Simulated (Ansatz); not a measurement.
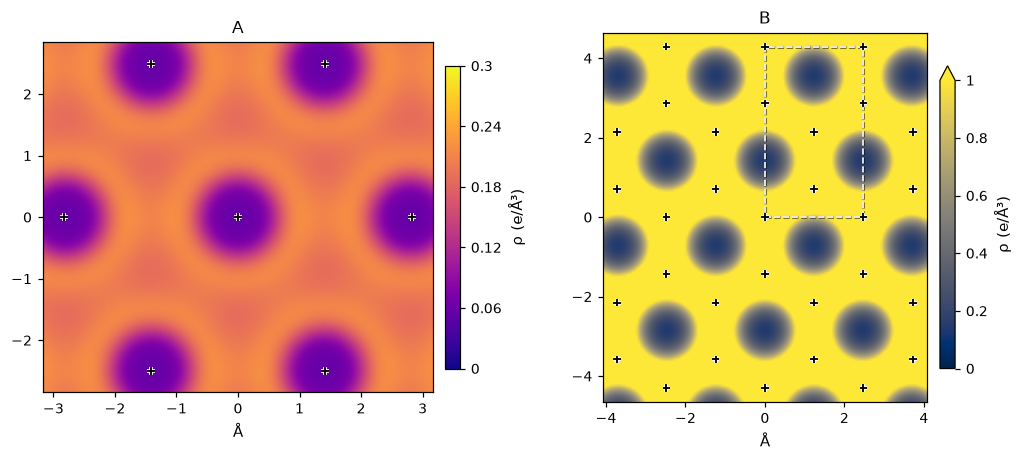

The valence charge density (pseudo) of 2 systems, each on a plane through atoms (crosses mark nuclei in the plane).

These are results of DFT r2SCAN, scalar-relativistic, plane waves, PAW (Ansatz 0.2.0), not measurements.

System 1: C, the (001) plane of the conventional cell. Space group Fmmm; a structure from a database of computed crystals, not necessarily the ambient phase; changed on purpose from its base cell (biaxial strain in the a-b plane, c and atoms relaxed: +1.0 %); computed pressure about −8 GPa in this cell.

```
CELL_PARAMETERS angstrom
2.48081 0.00000 0.00000
0.00000 4.29545 0.00000
0.00000 0.00000 7.15455
ATOMIC_POSITIONS crystal
C 0.50000 0.66663 0.00002
C 0.50000 0.16663 0.49998
C 0.50000 0.83337 0.49998
C 0.50000 0.33337 0.00002
C 0.00000 0.16663 0.00002
C 0.00000 0.66663 0.49998
C 0.00000 0.33337 0.49998
C 0.00000 0.83337 0.00002
```

System 2: Al, the (101̄) plane of the conventional cell. Space group I4/mmm; a structure from a database of computed crystals, not necessarily the ambient phase; changed on purpose from its base cell (strain along c alone, the other axes held, atoms relaxed: +3.0 %); computed pressure about −3 GPa in this cell.

```
CELL_PARAMETERS angstrom
1.99634 1.99634 0.00000
-1.99634 1.99634 0.00000
0.00000 0.00000 4.11246
ATOMIC_POSITIONS crystal
Al 0.00000 0.00000 0.00000
Al 0.50000 0.50000 0.50000
```

> Match each panel to its system.

Panel A is system 2, Al: the plane holds Al. Al–Al (2.82 Å): ρ at the midpoint is about 0.21 e/Å³. Panel B is system 1, C: the plane holds C. C–C (1.43 Å): ρ is about 2 e/Å³ halfway.
